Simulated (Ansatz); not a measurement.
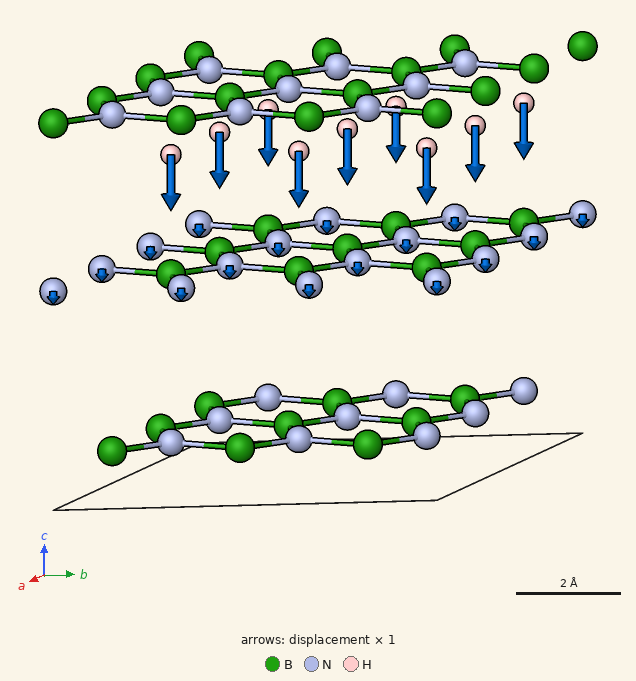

A constrained relaxation of a slab of composition B3HN3 (cut from the R3m phase). The starting structure is drawn; blue arrows show the displacements, at their true length.

A ball-and-stick model of the 3 × 3 repeat of the cell, outlined in the plane, without the vacuum, seen slightly off an axis.

Case: H put at a hollow N-B site. The slab is the (0 0 1) face of BN with H on it. 2 atoms are held fixed.

All numbers below come from DFT PBE+D3(BJ), scalar-relativistic, plane waves, PAW (Ansatz). Settings: plane-wave cutoff 420 eV; k-point mesh 12 × 12 × 1; occupations gaussian; smearing width 0.05 eV; collinear spin; dipole correction; atoms relaxed in a fixed cell; force threshold 0.03 eV/Å; at most 70 steps.

### Which element moves most?

Hydrogen: up to 1.13 Å, against 0.27 Å for nitrogen.

### What did the optimiser do to the structure, and how much energy did it gain?

After 8 accepted moves (9 points after the start) the energy has fallen by 1.721 eV per cell of the calculation. The largest force component goes from 2.8 to 0.029 eV/Å. The line search rejected the trial step at point 6 of the run. The atom that moves furthest is the H atom (1.13 Å along the normal (−c)). Largest moves by element: H 1.13 Å, N 0.27 Å, B 0.22 Å. The lattice vectors keep their values. Among the contacts that change: B–H 2.365 → 1.267 Å, B–N 1.447 → 1.466 Å. New bonds form: B–H (2.36 → 1.27 Å). Bond angles that change, for instance: N–B–N 120.0° → 117.5°, B–N–B 120.0° → 117.5°. The program noted that the starting moments weren't kept.

Limits of the set-up: the periodic images lie only 2.5 Å apart, so the values are limited by the cell's size.
